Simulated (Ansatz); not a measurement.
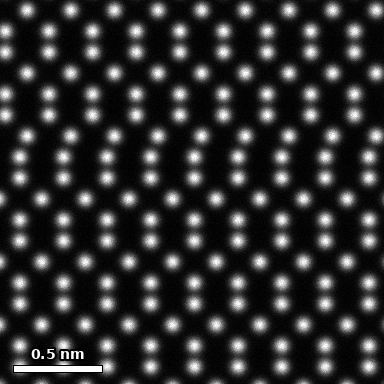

Z-contrast image of Cu (P6/mmm, No. 191) along [100]. Simulation: incoherent imaging, intensity Z^1.7 per atom, probe width 0.66 Å, thin sample. The probe carries 15 % of its weight in a tail 2.5 times as wide. Shot noise was added.

One planar defect was built into the perfect crystal by geometry alone, without relaxation. Host structure: the geometry given to an electronic-structure calculation, possibly off equilibrium; the starting structure was generated, so it need not be a known form of this composition.

Find the planar defect and say what kind it is.

Answer. A planar fault (a stacking fault) runs horizontally about 8 Å below the top edge. The part above it is shifted along the boundary by 2/3 of the 2.50 Å repeat of the rows (1.7 Å to the right, the same as 0.8 Å to the left); both parts keep the same orientation.
